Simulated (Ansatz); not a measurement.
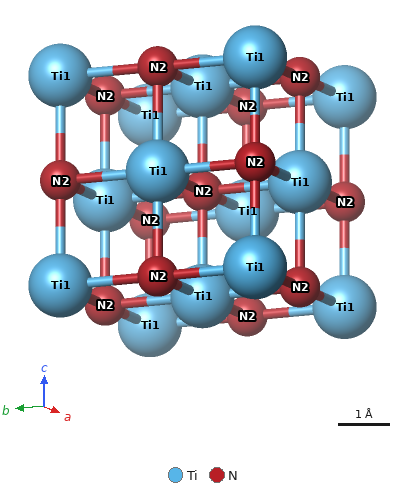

The structure as given in the input (ball-and-stick view of the cell 4 times as large as that of the calculation, set on its symmetry axes, seen at an oblique angle; atoms are numbered from 1 in the order of the input). An atom can appear more than once, as a periodic image.

# What a change does: band-structure calculation on TiN

System: TiN (Fm-3m, 2 atoms in the cell).
Method of run A: DFT PBE, scalar-relativistic, plane waves, PAW, no spin polarisation (Ansatz 0.2.0).

The structure derives from an entry of the Crystallography Open Database. Text and figures count atoms from 1; the logs count them from 0 in places.

Input, run A:
```yaml
crystal:
  lattice:
    - [0.0, 2.1233653582, 2.1233653582]
    - [2.1233653582, 0.0, 2.1233653582]
    - [2.1233653582, 2.1233653582, 0.0]
  atoms:
    - { symbol: Ti, position: [0.0, 0.0, 0.0] }
    - { symbol: "N", position: [0.5, 0.5, 0.5] }
basis:
  ecutwfc: 420
kpoints:
  mp_grid: { grid: [18, 18, 18] }
  band_path:
    path:
      - [[0.0, 0.0, 0.0], [0.5, 0.0, 0.5], [0.625, 0.25, 0.625]]
      - [[0.375, 0.375, 0.75], [0.0, 0.0, 0.0], [0.5, 0.5, 0.5], [0.5, 0.25, 0.75], [0.5, 0.0, 0.5]]
    npoints: 14
hamiltonian:
  xc: pbe
scf:
  occupations: { method: gaussian, width: 0.1 }
  n_extra_bands: 6
output:
  forces: true
  stress: true
  eigenvalues: true
  populations: true
  dos: { projected: true, de: 0.02, nscf_kmesh: { grid: [27, 27, 27] } }
  bader: true
  write_density: true
  write_potential: true
  elf: true
  volumetric_format: npy
```

Command:
```bash
ansatz run input.yaml --threads 1 --pin off --max-ram 2560MiB --backend cpu --events-out ev --progress --plain --runs-dir out
```

Hardware: 1 thread of Arm Neoverse V2, 24 GiB of memory available, shared host.

Output, shortened to warnings, some set-up lines, iterations and results (run A):
```
Basis set: ecut = 420 eV, 339 PW (Γ), exchange–correlation on 48×48×48 points (8 copies of the dense FFT grid, shifted against one another)
Symmetry: 48 space group operations
k-points: 195 of 5832
Initial density: superposition of atomic densities (neutral atoms: chi_scale 0, normalization atom), corrected by the library's trained network
[...]
SCF iter   1: F=—  HF=-2887.109996 eV  |F-HF|=—  |Δ(HF+E_count)|=         —  Δρ=1.74e-3  dr2=3.71e-4  ethr=1.77e-3  ⟨swp⟩=4.6  Hψ=13702  notcnv=0
SCF iter   2: F=—  HF=-2887.109548 eV  |F-HF|=—  |Δ(HF+E_count)|=   4.48e-4  Δρ=1.07e-3  dr2=1.68e-4  ethr=2.18e-6  ⟨swp⟩=1.5  Hψ=4762  notcnv=0
SCF iter   3: F=—  HF=-2887.109579 eV  |F-HF|=—  |Δ(HF+E_count)|=   3.10e-5  Δρ=1.31e-4  dr2=3.35e-6  ethr=9.90e-7  ⟨swp⟩=2.0  Hψ=3177  notcnv=0
SCF iter   4: F=—  HF=-2887.109581 eV  |F-HF|=—  |Δ(HF+E_count)|=   1.52e-6  Δρ=3.26e-5  dr2=9.95e-8  ethr=1.97e-8  ⟨swp⟩=2.1  Hψ=4059  notcnv=0
SCF iter   5: F=-2887.109581 eV  HF=-2887.109581 eV  |F-HF|=3.82e-11  |Δ(HF+E_count)|=   5.42e-8  Δρ=2.70e-6  dr2=7.71e-10  ethr=5.85e-10  ⟨swp⟩=2.8  Hψ=4222  notcnv=0
SCF iter   6: F=-2887.109581 eV  HF=-2887.109581 eV  |F-HF|=4.55e-12  |Δ(HF+E_count)|=  1.40e-10  Δρ=4.12e-7  dr2=2.09e-11  ethr=4.54e-12  ⟨swp⟩=5.7  Hψ=13726  notcnv=0
SCF 1 converged in 6 iterations: F = -2887.109581 eV  dr2 = 2.09e-11
NSCF: frozen V_eff on 86 k-points
NSCF: frozen V_eff on 560 k-points
SCF converged after 6 iterations
Free energy (F): -2887.109581 eV
Harris-Foulkes:  -2887.109581 eV  (|F-HF|=4.55e-12)
Internal energy: -2887.105302 eV  (E = F + TS)
E sigma→0 (E₀):  -2887.107441 eV
Entropy (-TS):   -0.004279 eV (-2.139 meV/atom)
Fermi energy:    17.070754 eV
--- Per-component energies (eV) ---
  E_band       = -93.052104
  E_kinetic    = 406.347357
  E_local      = -790.541962  (includes V_loc(G=0)·N_el)
  E_nonlocal   = 51.267404
  E_hartree    = 314.952040
  E_xc         = -159.773948
  E_vxc        = -201.413893  (∫ρ·V_xc dr)
  E_paw        = -1174.003855  (= ΣΔE_a)
  E_vpaw       = -188.615248  (= ΣTr[D̂ρ^β])
  E_aug_tail   = 0.000217  (compensation charges beyond the density's cutoff)
  E_ewald      = -1535.352555
  E_smearing   = -0.004279  (= −TS)
  E_closure    = 0.000000  (closes the sum)
  Σ components = -2887.109581   (vs F -2887.109581, Δ=0.00e0)
--- Forces (eV/Å), atoms counted from 1 ---
  atom   1  Ti    -0.00000000     0.00000000     0.00000000
  atom   2  N      0.00000000     0.00000000     0.00000000
  max |Σ_I F_I| component: 9.66e-30 eV/Å
--- Stress (GPa, compression-positive) ---
        0.033036       0.000000       0.000000
        0.000000       0.033036       0.000000
       -0.000000      -0.000000       0.033036
  P = ⅓ Tr σ = 0.0330 GPa (0.330 kbar)
--- Löwdin populations: 2 sites ---
  site symbol       q [e]
     0     Ti     11.1503
     1      N      5.7867
  spilling = 0.003705 (of n_electrons = 17.000000)
--- Bader charges: 2 sites ---
  site symbol  charge [e]  shift [e]
     0     Ti      1.7493     0.0002
     1      N     -1.7493     0.0002
  estimated error of the sums over rays = 3.7e-4 e
```

The input of run B differs as follows (lines with − go, lines with + come):
```diff
-  xc: pbe
+  xc: pbesol
```

What does this change do to the results?

The total energies belong to different methods, so their difference says nothing on which is more stable or more accurate. The pressure goes from 0.03 to −8.55 GPa. The functional changes from PBE to PBEsol. Along LDA, PBEsol, PBE and RPBE the binding weakens and the preferred volume grows, so the same cell is under more pressure with the later ones. The number of SCF iterations is the same.

Output, shortened to warnings, some set-up lines, iterations and results (run B):
```
Basis set: ecut = 420 eV, 339 PW (Γ), exchange–correlation on 48×48×48 points (8 copies of the dense FFT grid, shifted against one another)
Symmetry: 48 space group operations
k-points: 195 of 5832
Initial density: superposition of atomic densities (neutral atoms: chi_scale 0, normalization atom), corrected by the library's trained network
[...]
SCF iter   1: F=—  HF=-2856.218685 eV  |F-HF|=—  |Δ(HF+E_count)|=         —  Δρ=1.36e-2  dr2=3.40e-2  ethr=1.77e-3  ⟨swp⟩=4.7  Hψ=13742  notcnv=0
SCF iter   2: F=—  HF=-2856.212829 eV  |F-HF|=—  |Δ(HF+E_count)|=   5.86e-3  Δρ=8.44e-3  dr2=1.49e-2  ethr=2.00e-4  ⟨swp⟩=1.7  Hψ=4722  notcnv=0
SCF iter   3: F=—  HF=-2856.209638 eV  |F-HF|=—  |Δ(HF+E_count)|=   3.19e-3  Δρ=9.63e-4  dr2=2.08e-4  ethr=8.74e-5  ⟨swp⟩=1.9  Hψ=3089  notcnv=0
SCF iter   4: F=—  HF=-2856.209594 eV  |F-HF|=—  |Δ(HF+E_count)|=   4.33e-5  Δρ=9.51e-5  dr2=1.68e-6  ethr=1.23e-6  ⟨swp⟩=1.7  Hψ=3047  notcnv=0
SCF iter   5: F=—  HF=-2856.209595 eV  |F-HF|=—  |Δ(HF+E_count)|=   9.72e-7  Δρ=9.14e-6  dr2=1.01e-8  ethr=9.87e-9  ⟨swp⟩=2.1  Hψ=3270  notcnv=0
SCF iter   6: F=-2856.209595 eV  HF=-2856.209595 eV  |F-HF|=1.39e-10  |Δ(HF+E_count)|=  5.37e-10  Δρ=1.28e-6  dr2=2.09e-10  ethr=5.95e-11  ⟨swp⟩=6.9  Hψ=15385  notcnv=0
SCF 1 converged in 6 iterations: F = -2856.209595 eV  dr2 = 2.09e-10
NSCF: frozen V_eff on 86 k-points
NSCF: frozen V_eff on 560 k-points
SCF converged after 6 iterations
Free energy (F): -2856.209595 eV
Harris-Foulkes:  -2856.209595 eV  (|F-HF|=1.39e-10)
Internal energy: -2856.205382 eV  (E = F + TS)
E sigma→0 (E₀):  -2856.207489 eV
Entropy (-TS):   -0.004213 eV (-2.107 meV/atom)
Fermi energy:    16.926685 eV
--- Per-component energies (eV) ---
  E_band       = -93.865857
  E_kinetic    = 405.292817
  E_local      = -789.864189  (includes V_loc(G=0)·N_el)
  E_nonlocal   = 52.522492
  E_hartree    = 313.370509
  E_xc         = -158.354926
  E_vxc        = -200.414881  (∫ρ·V_xc dr)
  E_paw        = -1143.987221  (= ΣΔE_a)
  E_vpaw       = -188.143682  (= ΣTr[D̂ρ^β])
  E_aug_tail   = 0.000206  (compensation charges beyond the density's cutoff)
  E_ewald      = -1535.352555
  E_core_change = 0.167483  (= ΣΔE_core)
  E_smearing   = -0.004213  (= −TS)
  E_closure    = 0.000000  (closes the sum)
  Σ components = -2856.209595   (vs F -2856.209595, Δ=0.00e0)
--- Forces (eV/Å), atoms counted from 1 ---
  atom   1  Ti    -0.00000000     0.00000000    -0.00000000
  atom   2  N      0.00000000     0.00000000    -0.00000000
  max |Σ_I F_I| component: 1.04e-29 eV/Å
--- Stress (GPa, compression-positive) ---
       -8.549196       0.000000      -0.000000
        0.000000      -8.549196      -0.000000
       -0.000000       0.000000      -8.549196
  P = ⅓ Tr σ = -8.5492 GPa (-85.492 kbar)
--- Löwdin populations: 2 sites ---
  site symbol       q [e]
     0     Ti     11.1669
     1      N      5.7662
  spilling = 0.003935 (of n_electrons = 17.000000)
--- Bader charges: 2 sites ---
  site symbol  charge [e]  shift [e]
     0     Ti      1.7302     0.0002
     1      N     -1.7302     0.0002
  estimated error of the sums over rays = 4.3e-4 e
```

The two runs side by side:

| quantity | run A | run B |
| --- | --- | --- |
| outcome | converged | converged |
| free energy per atom (eV) | −1443.5548 | −1428.1048 |
| energy per atom, smearing taken to zero (eV) | −1443.5537 | −1428.1037 |
| gap on the mesh (eV) | 0.00 | 0.00 |
| pressure (GPa) | 0.03 | −8.55 |
| largest force (eV/Å) | 0.000 | 0.000 |
| SCF iterations | 6 | 6 |
| irreducible k-points | 195 | 195 |
| plane waves at Γ | 339 | 339 |
| wall time (shared host) | 21 s | 21 s |

For both runs: The cell holds an odd number of electrons but the run has no spin polarisation, so a band is left half filled. For run B: The cell is under a tension of 8.5 GPa at this level, so it is not at its equilibrium volume.
